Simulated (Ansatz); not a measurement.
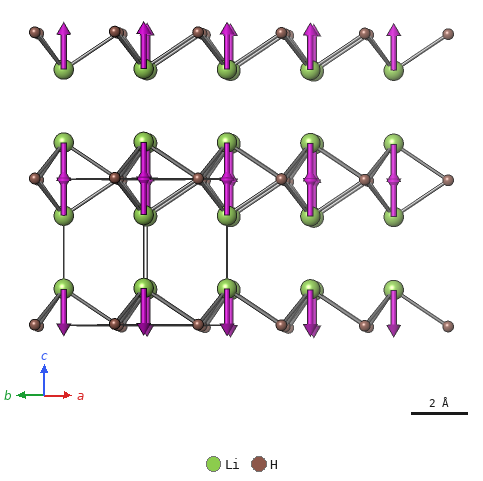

A relaxation of crystalline Li2H (a generated structure, set up in P-6m2) (coarse preliminary run). The starting structure is drawn; purple arrows show the displacements (the part carried along by the change of the cell is left out), 30 times their true length.

Style: ball-and-stick. Shown: the cell of the calculation, repeated 3 × 1 × 2 with one cell outlined, from a free direction.

Level of theory: DFT PBE, scalar-relativistic, plane waves, PAW in Ansatz.

The input:
```yaml
crystal:
  lattice:
    - [3.37553957, 0.0, 0.0]
    - [-1.68776978, 2.92330302, 0.0]
    - [0.0, 0.0, 5.23208633]
  atoms:
    - { symbol: Li, position: [0.0, 0.0, 0.75] }
    - { symbol: Li, position: [0.0, 0.0, 0.25] }
    - { symbol: H, position: [0.33333333, 0.66666667, 0.0] }
basis:
  ecutwfc: 420
kpoints:
  mp_grid: { grid: [6, 6, 4] }
hamiltonian:
  xc: pbe
scf:
  occupations: { method: gaussian, width: 0.1 }
  lower_state_search: "off"
output:
  forces: true
  stress: true
  eigenvalues: true
relax:
  adjacent_minimum: "off"
  f_tol: 0.04
  max_steps: 70
  cell: { stress_tol: 0.4 }
```

Launched with:
```bash
ansatz run input.yaml --threads 1 --pin off --max-ram 2048MiB --backend cpu --events-out ev --progress --plain --runs-dir out
```

Describe the change and its energy.

The energy falls by 198 meV per atom in 5 accepted moves (6 points after the start). The largest force component goes from 0.31 to 0.003 eV/Å. The pressure goes from −4.27 to −0.03 GPa. The SCF was repeated once at an unchanged geometry on a basis and grid sized afresh for the cell, which shifted the energy by 0.5 meV per atom at most. The largest moves relative to the cell, 0.057 Å, are those of Li1 and Li2. Li2 goes along −c. H stays in place. The volume changes by −31.6 %, with a = b 3.376 → 2.794 Å (−17.2 %), c 5.232 → 5.227 Å (−0.1 %). Among the contacts that change: Li1–H3 2.347 → 2.041 Å, Li1–Li2 2.616 → 2.500 Å. The space group stays P-6m2 (No. 187). The run took 6 s on 1 thread of Arm Neoverse V2, with other jobs on the host, peak memory 0.27 GiB.
